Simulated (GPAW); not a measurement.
# Near-edge structure at the As K edge of zinc-blende (GaAs)₁₋ₓ(AlAs)ₓ at x = 0.125

What does the As K edge look like in zinc-blende (GaAs)₁₋ₓ(AlAs)ₓ at x = 0.125?

Main program and level: GPAW 26.7.0; X-ray absorption from dipole matrix elements to empty bands, plane-wave PAW PBE.

**1. Set-up**

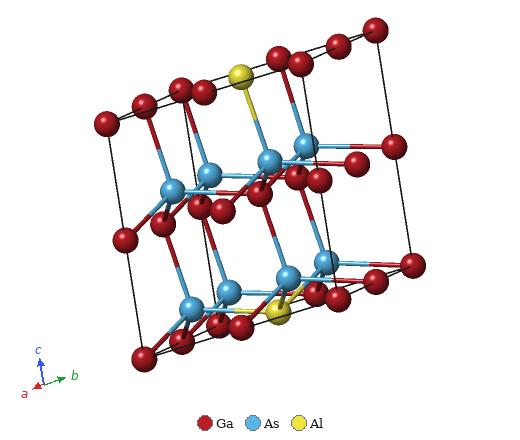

The cell as given, slightly off an axis (gallium red, arsenic blue, aluminium yellow). Bonds to atoms that aren't drawn are left out. Some periodic images of atoms are drawn too.

The cell holds 16 atoms: 7 Ga, 8 As and 1 Al. Its edges and angles: a = 7.996 Å, b = 7.996 Å, c = 7.996 Å, α = 60.0°, β = 60.0°, γ = 60.0°. 16-atom zinc-blende cell, 1 of 8 Ga sites taken by Al at random, lattice constants typed for the ends and interpolated (Vegard).

**2. Relaxation**

Bond lengths around the absorber set the edge shape, so the atoms are relaxed before any spectrum.

relax.py

```python
import numpy as np
from ase import Atoms
from ase.parallel import parprint, paropen
from gpaw import GPAW, PW, FermiDirac, Mixer, MixerDif, setup_paths
from ase.optimize import BFGS

atoms = Atoms('GaAsGaAsGaAsGaAsGaAsGaAsAlAsGaAs',
    cell=[[0, 5.654, 5.654],
     [5.654, 0, 5.654],
     [5.654, 5.654, 0]],
    scaled_positions=[[0.000364, 0.001012, 0.998268],
     [0.124078, 0.125942, 0.125118],
     [0.998807, 0.001275, 0.503389],
     [0.126097, 0.123525, 0.624572],
     [0.995375, 0.501567, 0.004311],
     [0.123052, 0.627952, 0.124161],
     [0.998288, 0.501541, 0.500228],
     [0.121412, 0.618702, 0.622024],
     [0.499568, 0.003255, 0.000565],
     [0.626453, 0.126755, 0.124938],
     [0.500465, 0.002411, 0.500542],
     [0.627776, 0.125815, 0.627041],
     [0.501757, 0.501048, 0.999412],
     [0.62263, 0.625218, 0.129283],
     [0.498053, 0.500605, 0.501827],
     [0.624217, 0.625584, 0.624589]],
    pbc=True)
atoms.calc = GPAW(legacy_gpaw=True, mode=PW(400, force_complex_dtype=True), xc='PBE', setups={},
    kpts={'size': (3, 3, 3), 'gamma': True}, occupations=FermiDirac(0.08),
    charge=0, mixer=Mixer(0.1, 5, 50), maxiter=150,
    convergence={'density': 0.0001, 'eigenstates': 1e-6}, txt='relax.txt')
steps = []
opt = BFGS(atoms, logfile='-')
opt.attach(lambda: steps.append([atoms.get_potential_energy(), float(np.linalg.norm(atoms.get_forces(), axis=1).max())]))
done = opt.run(fmax=0.05, steps=30)
out = dict(done=bool(done), steps=steps, frac=atoms.get_scaled_positions().tolist())
import json
with paropen('out.json', 'w') as f:
    json.dump(out, f)
```

On the command line:

```bash
$ OMP_NUM_THREADS=1 mpirun -n 4 gpaw python relax.py
```

Numbers of over 12 decimals in the logs are rounded to 6 here.

Output:

```text
Input parameters:
  convergence: {density: 0.0001,
                eigenstates: 1e-06}
  kpts: {gamma: True,
         size: (3, 3, 3)}
  maxiter: 150
  mixer: {backend: pulay,
          beta: 0.1,
          method: separate,
          nmaxold: 5,
          weight: 50}
  mode: {ecut: 400.0,
         force_complex_dtype: True,
         name: pw}
  occupations: {fixmagmom: False,
                name: fermi-dirac,
[...]
Forces in eV/Ang:
[...]
14 Ga   -0.01615    0.00020    0.01417
 15 As   -0.01404    0.01306    0.00667
Step     Time          Energy          fmax
BFGS:    0 02:27:00      -66.701015        1.184752
BFGS:    1 02:27:19      -66.737772        0.813397
BFGS:    2 02:27:43      -66.776926        0.107425
BFGS:    3 02:27:57      -66.778028        0.089131
BFGS:    4 02:28:10      -66.778467        0.079851
BFGS:    5 02:28:24      -66.779029        0.034729
[key lines of the parts left out:]
Converged after 6 iterations.
Dipole moment: (-27.756930, -27.168410, -26.918460) |e|*Ang
Free energy:    -66.779029
Fermi level: 5.24982
```

Elapsed: 2.1 min, on 4 MPI ranks of Arm Neoverse V1, shared host; peak memory 0.32 GiB.

In 5 steps the energy fell by 78 meV (energies extrapolated to zero smearing) and the largest force to 0.035 eV/Å. Atom 8 (As; the text counts from 1, the script from 0) is among those that moved most, by 0.06 Å.

**3. The field without a hole**

A plain self-consistent run shows whether there is a gap, which decides the set-up of the core-hole run.

scf.py

```python
import numpy as np
from ase import Atoms
from ase.parallel import parprint, paropen
from gpaw import GPAW, PW, FermiDirac, Mixer, MixerDif, setup_paths
from gpaw.test import gen
setup_paths.insert(0, '.')
gen('As', name='nch1s', xcname='PBE', corehole=(1, 0, 0), write_xml=True)
from gpaw.mpi import world
world.barrier()

atoms = Atoms('GaAsGaAsGaAsGaAsGaAsGaAsAlAsGaAs',
    cell=[[0, 5.654, 5.654],
     [5.654, 0, 5.654],
     [5.654, 5.654, 0]],
    scaled_positions=[[0.0002771, 0.0011362, 0.9995288],
     [0.123968, 0.1259637, 0.1261633],
     [0.0012546, 0.9978324, 0.5011189],
     [0.1262432, 0.1247346, 0.624294],
     [0.9973442, 0.5013161, 0.0013959],
     [0.1267006, 0.6255984, 0.1230652],
     [0.9977422, 0.4998143, 0.4982937],
     [0.1220815, 0.6232799, 0.6263336],
     [0.4990655, 0.0017495, 0.0020972],
     [0.6248799, 0.1285277, 0.1249373],
     [0.5015873, 0.0015381, 0.5002966],
     [0.6258728, 0.1256143, 0.6267846],
     [0.4998948, 0.5017049, 0.0001626],
     [0.6218775, 0.6263961, 0.1266115],
     [0.4971151, 0.5008747, 0.5022095],
     [0.6224832, 0.6261204, 0.6269746]],
    pbc=True)
atoms.calc = calc = GPAW(legacy_gpaw=True, mode=PW(400, force_complex_dtype=True), xc='PBE', setups={1: 'nch1s'},
    kpts={'size': (3, 3, 3), 'gamma': True}, occupations=FermiDirac(0.05),
    charge=0, mixer=Mixer(0.1, 5, 50), maxiter=150,
    convergence={'density': 0.0001, 'eigenstates': 1e-6}, txt='scf.txt')
energy = atoms.get_potential_energy() + calc.get_reference_energy()
ef = calc.get_fermi_level()
out = dict(energy=energy, fermi=ef, forces=atoms.get_forces().tolist())
parprint(f'all-electron energy {energy:.4f} eV, Fermi level {ef:.4f} eV')
ev = np.array([[calc.get_eigenvalues(k, s) for k in range(len(calc.get_ibz_k_points()))] for s in range(calc.get_number_of_spins())])
out['homo'], out['lumo'], out['counts'] = ev[ev < ef].max(), ev[ev > ef].min(), sorted(set((ev < ef).sum((0, 2)).tolist()))
out['filled'] = (ev[:, 0] < ef).sum(1).tolist()
import json
with paropen('out.json', 'w') as f:
    json.dump(out, f)
```

On the command line:

```bash
$ OMP_NUM_THREADS=1 mpirun -n 4 gpaw python scf.py
```

Output:

```text
Input parameters:
  convergence: {density: 0.0001,
                eigenstates: 1e-06}
  kpts: {gamma: True,
         size: (3, 3, 3)}
  maxiter: 150
  mixer: {backend: pulay,
          beta: 0.1,
          method: separate,
          nmaxold: 5,
          weight: 50}
  mode: {ecut: 400.0,
         force_complex_dtype: True,
         name: pw}
  occupations: {fixmagmom: False,
                name: fermi-dirac,
                width: 0.05}
  setups: {1: nch1s}
  xc: PBE

Initialize ...

[... PAW data sets ...]

Reference energy: -868819.913579  # eV

Spin-paired calculation

[... convergence settings ...]
Symmetries present (total): 1
  [... symmetry matrices ...]

27 k-points: 3 x 3 x 3 Monkhorst-Pack grid
14 k-points in the irreducible part of the Brillouin zone
       k-points in crystal coordinates                weights
   0:     0.00000000    0.00000000    0.00000000          1/27
   1:     0.00000000    0.00000000    0.33333333          2/27
   2:     0.00000000    0.33333333   -0.33333333          2/27
   3:     0.00000000    0.33333333    0.00000000          2/27
   4:     0.00000000    0.33333333    0.33333333          2/27
   5:     0.33333333   -0.33333333   -0.33333333          2/27
   6:     0.33333333   -0.33333333    0.00000000          2/27
   7:     0.33333333   -0.33333333    0.33333333          2/27
   8:     0.33333333    0.00000000   -0.33333333          2/27
   9:     0.33333333    0.00000000    0.00000000          2/27
          ...
  13:     0.33333333    0.33333333    0.33333333          2/27

Wave functions: Plane wave expansion
  Cutoff energy: 400.000 eV
  Number of coefficients (min, max): 6534, 6615
  Pulay-stress correction: 0.000000 eV/Ang^3 (de/decut=0.000000)
  Using FFTW library
  Wavefunction extrapolation:
    Improved wavefunction reuse through dual PAW basis

Occupation numbers: Fermi-Dirac:
  width: 0.0500  # eV

Eigensolver
   Davidson(niter=2)

Densities:
  Coarse grid: 40*40*40 grid
  Fine grid: 80*80*80 grid
  Total Charge: 0.000000

Density mixing:
  Method: separate
  Backend: pulay
  Linear mixing parameter: 0.1
  old densities: 5
  Width of damping distribution: 1.1
  Damping of long wavelength oscillations: 50

[... Hamiltonian set-up ...]
Number of atoms: 16
Number of atomic orbitals: 64
Number of bands in calculation: 43
Number of valence electrons: 64
Bands to converge: occupied

... initialized

Initializing position-dependent things.

Density initialized from atomic densities
Creating initial wave functions:
  43 bands from LCAO basis set

                          Ga
                 Ga
                            As

                    As
                        Ga
                     As
             AsAl          AsGa
                 Ga
                  As
        Ga
                    As
                        Ga
           As

Atomic positions and initial magnetic moments

Positions:
   0 Ga     5.657760    5.652903    0.007991    ( 0.0000,  0.0000,  0.0000)
   1 As     1.425526    1.414242    1.413114    ( 0.0000,  0.0000,  0.0000)
   2 Ga     8.475071    2.840420    5.648838    ( 0.0000,  0.0000,  0.0000)
   3 As     4.235008    4.243537    1.419028    ( 0.0000,  0.0000,  0.0000)
   4 Ga     2.842334    5.646877    8.473425    ( 0.0000,  0.0000,  0.0000)
   5 As     4.232944    1.412176    4.253499    ( 0.0000,  0.0000,  0.0000)
   6 Ga     5.643303    8.458587    8.467184    ( 0.0000,  0.0000,  0.0000)
[...]
13 As     4.257505    4.231957    7.057739    ( 0.0000,  0.0000,  0.0000)
  14 Ga     5.671438    5.650181    5.642634    ( 0.0000,  0.0000,  0.0000)
  15 As     7.084999    7.064434    7.059605    ( 0.0000,  0.0000,  0.0000)

Unit cell:
           periodic     x           y           z      points  spacing
  1. axis:    yes    0.000000    5.654000    5.654000    40     0.1632
  2. axis:    yes    5.654000    0.000000    5.654000    40     0.1632
  3. axis:    yes    5.654000    5.654000    0.000000    40     0.1632

  Lengths:   7.995963   7.995963   7.995963
  Angles:   60.000000  60.000000  60.000000

Effective grid spacing dv^(1/3) = 0.1781

iter:   1   -67.544903
iter:   2   -67.263297   -2.31  -0.85
iter:   3   -66.855611   -1.63  -0.90
iter:   4   -66.800568   -3.21  -1.38
iter:   5   -66.806891   -2.53  -1.48
iter:   6   -66.793935c  -3.00  -1.95
iter:   7   -66.782639c  -4.32  -2.01
iter:   8   -66.778725c  -4.34  -2.24
iter:   9   -66.778985c  -5.16  -2.54
iter:  10   -66.777940c  -4.65  -2.61
iter:  11   -66.778049c  -5.11  -3.35
iter:  12   -66.777937c  -5.83  -3.09
iter:  13   -66.777941c  -6.74c -3.62
iter:  14   -66.777940c  -7.57c -3.69
iter:  15   -66.777940c  -7.48c -3.84
iter:  16   -66.777940c  -7.46c -4.26c

Converged after 16 iterations.

Dipole moment: (-27.757652, -27.168170, -26.919107) |e|*Ang

Energy contributions relative to reference atoms: (reference = -868819.913579)

Kinetic:       +207.502717
Potential:     -183.206892
External:        +0.000000
XC:             -91.178847
Entropy (-ST):   -0.000083
Local:           +0.105122
SIC:             +0.000000
--------------------------
Free energy:    -66.777982
Extrapolated:   -66.777940

Showing only first 2 kpts
 Kpt  Band  Eigenvalues  Occupancy
  0    30      4.84613    1.99910
  0    31      4.84802    1.99907
  0    32      5.56144    0.00273
  0    33      5.91155    0.00000

  1    30      4.48798    2.00000
  1    31      4.48984    2.00000
  1    32      6.21594    0.00000
  1    33      6.63719    0.00000

Fermi level: 5.23159

Gap: 0.713 eV
Transition (v -> c):
  (s=0, k=0, n=31, [0.00, 0.00, 0.00]) -> (s=0, k=0, n=32, [0.00, 0.00, 0.00])
No difference between direct/indirect transitions

Forces in eV/Ang:
  0 Ga   -0.00342   -0.00011   -0.01067
  1 As   -0.00510   -0.00297    0.00712
  2 Ga    0.02728   -0.01954    0.00420
  3 As    0.01048   -0.00051   -0.00803
  4 Ga    0.00472    0.00548   -0.00702
  5 As    0.01712   -0.00512   -0.01313
  6 Ga    0.02316    0.02100    0.01933
[...]
13 As   -0.01258    0.01123    0.00342
 14 Ga   -0.01497   -0.00009    0.01389
 15 As   -0.00834    0.01235    0.00542
Scalar-relativistic atomic PBE calculation for As (Arsenic, Z=33)
Core hole in 1s state (1s occupation: 2.0)
600 radial gridpoints.
|------------------------------------------------|
|------------------------------------------------|
[... the atom generator's iteration count ...]

Energy contributions:
-------------------------
Kinetic:    +2302.762658
XC:           -83.595879
Potential:  -4479.359419
-------------------------
Total:      -2260.192640

state      eigenvalue         ekin         rmax
-----------------------------------------------
1s^2.0 :  -430.411635   551.249601        0.030
2s^2.0 :   -54.613586   106.674080        0.170
2p^6.0 :   -47.910665   103.785672        0.136
3s^2.0 :    -6.990179    24.693859        0.522
3p^6.0 :    -4.913004    22.195959        0.521
3d^10.0:    -1.493755    17.032069        0.477
4s^2.0 :    -0.532368     3.019714        1.617
4p^3.0 :    -0.190938     1.759224        1.985
-----------------------------------------------
(units: Bohr and Hartree)

Generating PAW setup
Kinetic energy of the core from tauc = 2318.288972328952
Cutoffs:
rc(s)=2.000
rc(p)=2.000
rc(d)=2.000
rc(vbar)=1.800
rc(comp)=2.000
rc(nct)=2.000

Kinetic energy of the core states: 2291.445558
Charge: 0.0
Core electrons: 28.0
Valence electrons: 5.0
Pseudo-core charge: 1.207321
Shape function alpha=2.500
Pseudo-electron charge 6.663542
state    eigenvalue         norm
--------------------------------
4s(2) :    -0.532368     1.194216
*s    :     0.467632
4p(3) :    -0.190938     1.022597
*p    :     0.809062
*d    :     0.000000
--------------------------------

Diagonalizing with gridspacing h=0.050

state   all-electron     PAW
-------------------------------
4s:      -0.532368    -0.532674
4p:      -0.190938    -0.191179
*d:                    0.035724
*f:                    0.070513
-------------------------------
all-electron energy -868886.6915 eV, Fermi level 5.2316 eV
```

Elapsed: 43 s, on 4 MPI ranks; peak memory 0.32 GiB.

The mesh shows a gap of 0.71 eV. The excited electron is kept all the same, so that all members of the series, with or without a gap, are treated alike.

**4. Reference energy of the cell**

The photon energy needs a difference of total energies, so the cell and mesh of the coming hole run are first run without a hole.

scf.py: that of step 3 with these lines changed.

```diff
@@ -32,3 +32,3 @@
 atoms.calc = calc = GPAW(legacy_gpaw=True, mode=PW(400, force_complex_dtype=True), xc='PBE', setups={1: 'nch1s'},
-    kpts={'size': (3, 3, 3), 'gamma': True}, occupations=FermiDirac(0.05),
+    kpts={'size': (3, 3, 3), 'gamma': True}, occupations=FermiDirac(0.02),
     charge=0, mixer=Mixer(0.1, 5, 50), maxiter=150,
```

Output:

```text
Input parameters:
  convergence: {density: 0.0001,
                eigenstates: 1e-06}
  kpts: {gamma: True,
         size: (3, 3, 3)}
  maxiter: 150
  mixer: {backend: pulay,
          beta: 0.1,
          method: separate,
          nmaxold: 5,
          weight: 50}
  mode: {ecut: 400.0,
         force_complex_dtype: True,
         name: pw}
  occupations: {fixmagmom: False,
                name: fermi-dirac,
[...]
4s(2) :    -0.532368     1.194216
*s    :     0.467632
4p(3) :    -0.190938     1.022597
*p    :     0.809062
*d    :     0.000000
--------------------------------

Diagonalizing with gridspacing h=0.050

state   all-electron     PAW
-------------------------------
4s:      -0.532368    -0.532674
4p:      -0.190938    -0.191179
*d:                    0.035724
*f:                    0.070513
-------------------------------
all-electron energy -868886.6916 eV, Fermi level 5.2152 eV
[key lines of the parts left out:]
Converged after 16 iterations.
Dipole moment: (-27.757609, -27.168128, -26.919081) |e|*Ang
Free energy:    -66.777972
Fermi level: 5.21518
```

It took 42 s on 4 MPI ranks; peak memory 0.32 GiB.

Reference energy: -868886.692 eV with the cores included.

[end of part 1 of 2]

[Banner, clock and machine lines of the logs are left out without a mark of their own.]

[Logs are printed without paths, hosts, clocks, repeated set-up lines and the standing remarks that a program may print on its own settings, such as how far it seeks lower states.]

[Hosts, paths, dates, database ids (printed as entryN), source tags and the programs' standing remarks are cut or masked in the printed files.]

[Lists of maxima count a maximum above −3 eV only where it reaches 4 % of the highest in the window and stands out from its surroundings by 2 % of it (1.5 % where it reaches 55 %); shoulders and weaker maxima are passed over, and of the rest the first, up to two pre-edge ones and the few strongest are named.]
